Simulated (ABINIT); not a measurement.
## GaSb: optical-spectrum calculation (part 2 of 2)

The same run, continued: GaSb (F-43m, 2 atoms in the cell); Kohn-Sham DFT of a periodic cell, LDA, PseudoDojo NC SR LDA v0.4.1 standard, no spin polarisation (ABINIT 10.8.3); cutoff 979.61 eV, 6×6×6 k-mesh, fermi-dirac of 0.05 eV. The structure derives from an entry of the Crystallography Open Database.

Geometry of the input (Å; fractional positions):
```
0.0000  3.0590  3.0590
3.0590  0.0000  3.0590
3.0590  3.0590  0.0000
Sb 0.7500  0.7500  0.7500
Ga 0.0000  0.0000  0.0000
```

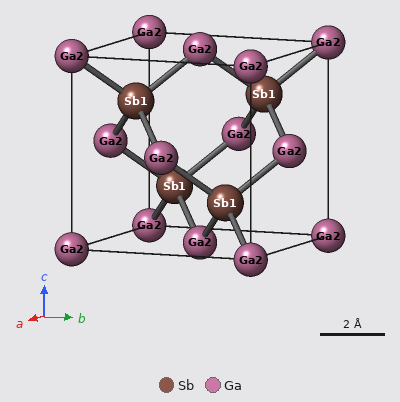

*The structure as given in the input (ball-and-stick view of the cell 4 times as large as that of the calculation, set on its symmetry axes, seen slightly off an axis; atoms are numbered from 1 in the order of the input).*

### Log, continued
```
--- !ResultsGS
iteration_state: {dtset: 1, }
comment   : Summary of ground state results
lattice_vectors:
- [  0.0000000,   5.7806722,   5.7806722, ]
- [  5.7806722,   0.0000000,   5.7806722, ]
- [  5.7806722,   5.7806722,   0.0000000, ]
lattice_lengths: [   8.17511,    8.17511,    8.17511, ]
lattice_angles: [ 60.000,  60.000,  60.000, ] # degrees, (23, 13, 12)
lattice_volume:   3.8633587E+02
convergence: {deltae: -7.788E-12, res2:  9.386E-13, residm:  1.316E-09, diffor: null, }
etotal    :  -1.67111507E+02
entropy   :   0.00000000E+00
fermie    :   1.66061871E-01
cartesian_stress_tensor: # hartree/bohr^3
- [  1.10305451E-04,   0.00000000E+00,   0.00000000E+00, ]
- [  0.00000000E+00,   1.10305451E-04,   0.00000000E+00, ]
- [  0.00000000E+00,   0.00000000E+00,   1.10305451E-04, ]
pressure_GPa:  -3.2453E+00
xred      :
- [  7.5000E-01,   7.5000E-01,   7.5000E-01, Sb]
- [  0.0000E+00,   0.0000E+00,   0.0000E+00, Ga]
cartesian_forces: # hartree/bohr
- [  0.00000000E+00,   1.81953673E-31,  -3.63907345E-31, ]
- [  0.00000000E+00,  -1.81953673E-31,   3.63907345E-31, ]
force_length_stats: {min:   4.06860781E-31, max:   4.06860781E-31, mean:   4.06860781E-31, }
...

 Integrated electronic density in atomic spheres:
 ------------------------------------------------
 Atom  Sphere_radius  Integrated_density
    1        2.00000         11.25366288
    2        2.00000         10.82440767
================================================================================

 ----iterations are completed or convergence reached----

 Mean square residual over all n,k,spin=   62.657E-13; max=  13.158E-10
 reduced coordinates (array xred) for    2 atoms
       0.750000000000      0.750000000000      0.750000000000
       0.000000000000      0.000000000000      0.000000000000
 rms dE/dt=  1.7176E-30; max dE/dt=  2.1036E-30; dE/dt below (all hartree)
    1       0.000000000000      0.000000000000      0.000000000000
    2      -0.000000000000     -0.000000000000      0.000000000000

 cartesian coordinates (angstrom) at end:
    1      4.58850000000000     4.58850000000000     4.58850000000000
    2      0.00000000000000     0.00000000000000     0.00000000000000

 cartesian forces (hartree/bohr) at end:
    1      0.00000000000000     0.00000000000000    -0.00000000000000
    2      0.00000000000000    -0.00000000000000     0.00000000000000
 frms,max,avg= 2.3490118E-31 3.6390735E-31   0.000E+00  0.000E+00  0.000E+00 h/b

 cartesian forces (eV/Angstrom) at end:
    1      0.00000000000000     0.00000000000000    -0.00000000000000
    2      0.00000000000000    -0.00000000000000     0.00000000000000
 frms,max,avg= 1.2079104E-29 1.8712868E-29   0.000E+00  0.000E+00  0.000E+00 e/A
 length scales=  1.889726125908  1.889726125908  1.889726125908 bohr
              =  1.000000000000  1.000000000000  1.000000000000 angstroms
 Fermi (or HOMO) energy (hartree) =   0.16606   Average Vxc (hartree)=  -0.35944
 Eigenvalues (hartree) for nkpt=  28  k points:
 kpt#   1, nband= 18, wtk=  0.02778, kpt= -0.0833 -0.1667  0.0000 (reduced coord)
  -0.89383   -0.89379   -0.89379   -0.89311   -0.89309   -0.39370   -0.39328   -0.39326
  -0.39163   -0.39157   -0.25303    0.06965    0.13680    0.13881    0.21690    0.25614
   0.29818    0.30469
      occupation numbers for kpt#   1
   2.00000    2.00000    2.00000    2.00000    2.00000    2.00000    2.00000    2.00000
   2.00000    2.00000    2.00000    2.00000    2.00000    2.00000    0.00000    0.00000
   0.00000    0.00000
 prteigrs : prtvol=0 or 1, do not print more k-points.

--- !EnergyTerms
iteration_state     : {dtset: 1, }
comment             : Components of total free energy in Hartree
kinetic             :  1.15505942781362E+02
hartree             :  5.04367762313942E+01
xc                  : -4.29584166042025E+01
Ewald energy        : -9.16498378203618E+01
psp_core            :  3.70672045721672E+00
local_psp           : -1.44829683618741E+02
non_local_psp       : -5.73230026553199E+01
internal            : -1.67111501228653E+02
'-kT*entropy'       : -5.51811647991878E-06
total_energy        : -1.67111506746769E+02
total_energy_eV     : -4.54733575623420E+03
band_energy         : -1.30310629052198E+01
...

 Cartesian components of stress tensor (hartree/bohr^3)
  sigma(1 1)=  1.10305451E-04  sigma(3 2)=  0.00000000E+00
  sigma(2 2)=  1.10305451E-04  sigma(3 1)=  0.00000000E+00
  sigma(3 3)=  1.10305451E-04  sigma(2 1)=  0.00000000E+00

-Cartesian components of stress tensor (GPa)         [Pressure= -3.2453E+00 GPa]
- sigma(1 1)=  3.24529842E+00  sigma(3 2)=  0.00000000E+00
- sigma(2 2)=  3.24529842E+00  sigma(3 1)=  0.00000000E+00
- sigma(3 3)=  3.24529842E+00  sigma(2 1)=  0.00000000E+00

================================================================================
== DATASET  2 ==================================================================

--- !DatasetInfo
iteration_state: {dtset: 2, }
dimensions: {natom: 2, nkpt: 28, mband: 24, nsppol: 1, nspinor: 1, nspden: 1, mpw: 4005, }
cutoff_energies: {ecut:  36.0, pawecutdg:  -1.0, }
electrons: {nelect:   2.80000000E+01, charge:   0.00000000E+00, occopt:   3.00000000E+00, tsmear:   1.83747000E-03, }
meta: {optdriver: 0, ionmov: 0, optcell: 0, iscf: -3, paral_kgb: 0, }
...

 mkfilename : getden/=0, take file _DEN from output of DATASET   1.

 Exchange-correlation functional for the present dataset will be:
  LDA: Perdew-Wang 92 LSD fit to Ceperley-Alder data - ixc=7
  J.P.Perdew and Y.Wang, PRB 45, 13244 (1992)

 Real(R)+Recip(G) space primitive vectors, cartesian coordinates (Bohr,Bohr^-1):
 R(1)=  0.0000000  5.7806722  5.7806722  G(1)= -0.0864951  0.0864951  0.0864951
 R(2)=  5.7806722  0.0000000  5.7806722  G(2)=  0.0864951 -0.0864951  0.0864951
 R(3)=  5.7806722  5.7806722  0.0000000  G(3)=  0.0864951  0.0864951 -0.0864951
 Unit cell volume ucvol=  3.8633587E+02 bohr^3
 Angles (23,13,12)=  6.00000000E+01  6.00000000E+01  6.00000000E+01 degrees

 getcut: wavevector=  0.0000  0.0000  0.0000  ngfft=  48  48  48
         ecut(hartree)=     36.000   => boxcut(ratio)=   2.17386
--------------------------------------------------------------------------------

================================================================================

--- !BeginCycle
iteration_state: {dtset: 2, }
solver: {iscf: -3, nstep: 120, nline: 4, wfoptalg: 0, }
tolerances: {tolwfr: 1.00E-12, }
...

     iter   Etot(hartree)      deltaE(h)  residm     vres2
 Non-SCF case, kpt    1 ( -0.08333 -0.16667  0.00000), residuals and eigenvalues=
  6.41E-13  4.86E-13  7.12E-13  5.88E-13  1.55E-13  3.76E-13  6.50E-13  3.81E-13
  5.89E-13  6.04E-13  1.97E-13  9.99E-13  7.22E-13  6.94E-13  3.85E-13  8.84E-13
  5.06E-13  5.65E-13  3.68E-13  6.40E-13  8.23E-13  3.89E-12  5.93E-12  2.43E-11
 -8.9383E-01 -8.9379E-01 -8.9379E-01 -8.9311E-01 -8.9309E-01 -3.9370E-01
 -3.9328E-01 -3.9326E-01 -3.9163E-01 -3.9157E-01 -2.5303E-01  6.9654E-02
  1.3680E-01  1.3881E-01  2.1690E-01  2.5614E-01  2.9818E-01  3.0469E-01
  4.1340E-01  4.2083E-01  4.7585E-01  5.0795E-01  5.5429E-01  5.8550E-01
 prteigrs : prtvol=0 or 1, do not print more k-points.

--- !ResultsGS
iteration_state: {dtset: 2, }
comment   : Summary of ground state results
lattice_vectors:
- [  0.0000000,   5.7806722,   5.7806722, ]
- [  5.7806722,   0.0000000,   5.7806722, ]
- [  5.7806722,   5.7806722,   0.0000000, ]
lattice_lengths: [   8.17511,    8.17511,    8.17511, ]
lattice_angles: [ 60.000,  60.000,  60.000, ] # degrees, (23, 13, 12)
lattice_volume:   3.8633587E+02
convergence: {deltae:  0.000E+00, res2:  0.000E+00, residm:  9.990E-13, diffor:  0.000E+00, }
etotal    :  -1.67111507E+02
entropy   :   0.00000000E+00
fermie    :   1.66061872E-01
cartesian_stress_tensor: null
pressure_GPa: null
xred      :
- [  7.5000E-01,   7.5000E-01,   7.5000E-01, Sb]
- [  0.0000E+00,   0.0000E+00,   0.0000E+00, Ga]
cartesian_forces: null
force_length_stats: {min: null, max: null, mean: null, }
...

 Integrated electronic density in atomic spheres:
 ------------------------------------------------
 Atom  Sphere_radius  Integrated_density
    1        2.00000         11.25366282
    2        2.00000         10.82440763
================================================================================

 ----iterations are completed or convergence reached----

 Mean square residual over all n,k,spin=   56.867E-14; max=  99.899E-14
 reduced coordinates (array xred) for    2 atoms
       0.750000000000      0.750000000000      0.750000000000
       0.000000000000      0.000000000000      0.000000000000

 cartesian coordinates (angstrom) at end:
    1      4.58850000000000     4.58850000000000     4.58850000000000
    2      0.00000000000000     0.00000000000000     0.00000000000000
 length scales=  1.889726125908  1.889726125908  1.889726125908 bohr
              =  1.000000000000  1.000000000000  1.000000000000 angstroms
 Eigenvalues (hartree) for nkpt=  28  k points:
 kpt#   1, nband= 24, wtk=  0.02778, kpt= -0.0833 -0.1667  0.0000 (reduced coord)
  -0.89383   -0.89379   -0.89379   -0.89311   -0.89309   -0.39370   -0.39328   -0.39326
  -0.39163   -0.39157   -0.25303    0.06965    0.13680    0.13881    0.21690    0.25614
   0.29818    0.30469    0.41340    0.42083    0.47585    0.50795    0.55429    0.58550
      occupation numbers for kpt#   1
   2.00000    2.00000    2.00000    2.00000    2.00000    2.00000    2.00000    2.00000
   2.00000    2.00000    2.00000    2.00000    2.00000    2.00000    0.00000    0.00000
   0.00000    0.00000    0.00000    0.00000    0.00000    0.00000    0.00000    0.00000
 prteigrs : prtvol=0 or 1, do not print more k-points.

--- !EnergyTerms
iteration_state     : {dtset: 2, }
comment             : Components of total free energy in Hartree
kinetic             :  1.15505941823438E+02
hartree             :  5.04367762313942E+01
xc                  : -4.29584166042025E+01
Ewald energy        : -9.16498378203618E+01
psp_core            :  3.70672045721672E+00
local_psp           : -1.44829683618741E+02
non_local_psp       : -5.73230016070315E+01
internal            : -1.67111501138288E+02
'-kT*entropy'       : -5.51811605636004E-06
total_energy        : -1.67111506656404E+02
...

--- !EnergyTermsDC
iteration_state     : {dtset: 2, }
comment             : '"Double-counting" decomposition of free energy'
band_energy         : -1.30310627819524E+01
Ewald energy        : -9.16498378203618E+01
psp_core            :  3.70672045721672E+00
xc_dc               : -6.61373210835438E+01
internal            : -1.67111501228641E+02
'-kT*entropy'       : -5.51811605636004E-06
total_energy_dc     : -1.67111506746757E+02
...

================================================================================
== DATASET  3 ==================================================================

--- !DatasetInfo
iteration_state: {dtset: 3, }
dimensions: {natom: 2, nkpt: 28, mband: 20, nsppol: 1, nspinor: 1, nspden: 1, mpw: 4005, }
cutoff_energies: {ecut:  36.0, pawecutdg:  -1.0, }
electrons: {nelect:   2.80000000E+01, charge:   0.00000000E+00, occopt:   3.00000000E+00, tsmear:   1.83747000E-03, }
meta: {optdriver: 8, wfk_task: 7, }
...

 mkfilename : getwfk/=0, take file _WFK from output of DATASET   2.

 Exchange-correlation functional for the present dataset will be:
  LDA: Perdew-Wang 92 LSD fit to Ceperley-Alder data - ixc=7
  J.P.Perdew and Y.Wang, PRB 45, 13244 (1992)

--------------------------------------------------------------------------------

 Computation of velocity matrix elements (DDK)

 Parameters extracted from the Abinit header:
    ecut:     36.0
    nkpt:    864
    mband:   24
    nsppol:  1
    nspinor: 1
    useylm:  0
    inclvkb: 2
    bmin: 1, bmax: 24
    Computing diagonal and off-diagonal matrix elements
    Between band index bmin: 1, bmax: 24

== END DATASET(S) ==============================================================
================================================================================

 -outvars: echo values of variables after computation  --------
            acell      1.8897261259E+00  1.8897261259E+00  1.8897261259E+00 Bohr
           etotal1    -1.6711150675E+02
           etotal2    -1.6711150675E+02
           etotal3     0.0000000000E+00
            fcart1     0.0000000000E+00  1.8195367259E-31 -3.6390734517E-31
                       0.0000000000E+00 -1.8195367259E-31  3.6390734517E-31
            fcart3     0.0000000000E+00  0.0000000000E+00  0.0000000000E+00
                       0.0000000000E+00  0.0000000000E+00  0.0000000000E+00
            rprim      0.0000000000E+00  3.0590000000E+00  3.0590000000E+00
                       3.0590000000E+00  0.0000000000E+00  3.0590000000E+00
                       3.0590000000E+00  3.0590000000E+00  0.0000000000E+00
           strten1     1.1030545113E-04  1.1030545113E-04  1.1030545113E-04
                       0.0000000000E+00  0.0000000000E+00  0.0000000000E+00
           strten3     0.0000000000E+00  0.0000000000E+00  0.0000000000E+00
                       0.0000000000E+00  0.0000000000E+00  0.0000000000E+00
           xangst      4.5885000000E+00  4.5885000000E+00  4.5885000000E+00
                       0.0000000000E+00  0.0000000000E+00  0.0000000000E+00
             xred      7.5000000000E-01  7.5000000000E-01  7.5000000000E-01
                       0.0000000000E+00  0.0000000000E+00  0.0000000000E+00
 Calculation completed.
```

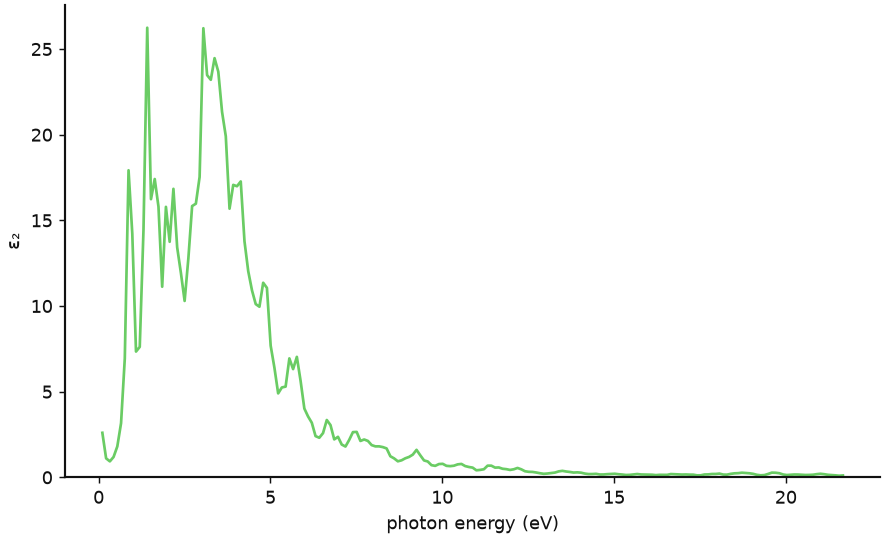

*Imaginary part of the dielectric function (first component that the program prints).*

The highest peak, 26.2, lies at 1.42 eV.

### Summary

```csv
quantity,value
outcome,converged
space group (tolerance 0.01 Å),F-43m (216)
electrons treated,28
free energy,−4547.3358 eV
Fermi energy,4.519 eV
gap on the k-point mesh,0.46 eV
pressure,−3.25 GPa
largest force (length of the vector),under 0.001 eV/Å
hardware,"1 thread of Intel Xeon @ 2.70GHz, 189 GiB of memory available, shared host"
wall time,5.5 min
peak memory,1.4 GiB
```

Points of doubt noted for this run: cutoff too low for stress; no intraband term.
